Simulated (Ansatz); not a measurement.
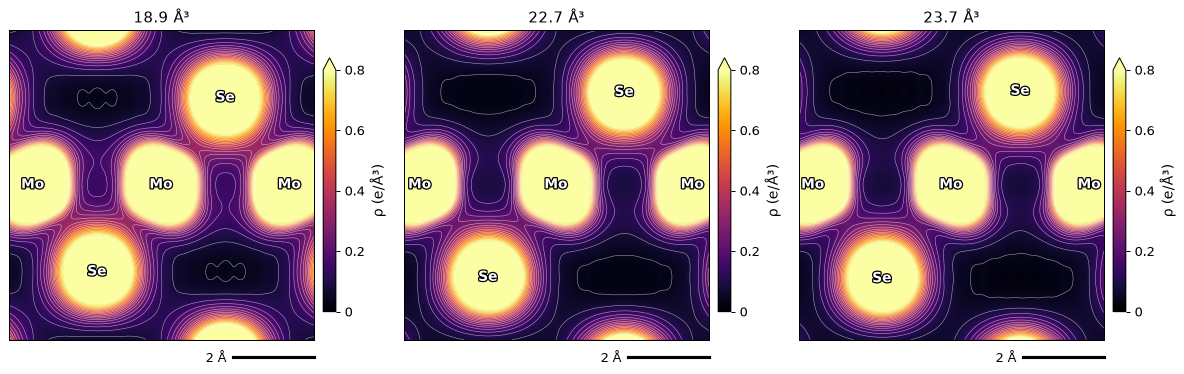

MoSe. The valence electron density of cells scaled evenly to different volumes (given per atom above each panel), on the (110) plane of each (indices in the axes of the cell below), at one length scale and on one colour scale.

Started from the nickel arsenide prototype, which need not be the ambient phase; computed without spin polarisation; Hubbard U of 4.38 eV on Mo d only.

These are results of DFT r2SCAN+U, scalar-relativistic, plane waves, PAW in Ansatz, not measurements.

The largest cell:

```
Mo Se
1.0
     4.00507    0.00000    0.00000
    -2.00254    3.46850    0.00000
     0.00000    0.00000    6.81914
Mo Se
2 2
Cartesian
  0.0000 0.0000 0.0000
  0.0000 0.0000 3.4096
  0.0000 2.3123 1.7048
  2.0026 1.1562 5.1144
```

| volume (Å³/atom) | Mo–Se contact in the plane (Å) | ρ at its midpoint (e/Å³) | pressure (GPa) | 
| --- | --- | --- | --- |
| 18.95 | 2.667 | 0.347 | 1.9 | 
| 21.79 | 2.794 | ? | ? | 
| 22.73 | 2.834 | 0.264 | −8.5 | 
| 23.68 | 2.873 | 0.248 | −10.0 | 

> Estimate the missing row, and compare with the calculation.

Over the known rows ln ρ falls by 1.63 per Å of Mo–Se distance (a least-squares line), which gives 0.282 e/Å³ at 2.794 Å; the calculation gives 0.282 e/Å³. For the pressure, a straight line in volume between the neighbouring rows gives −5.9 GPa; the calculation gives −6.6, lower because pressure rises ever faster on compression.
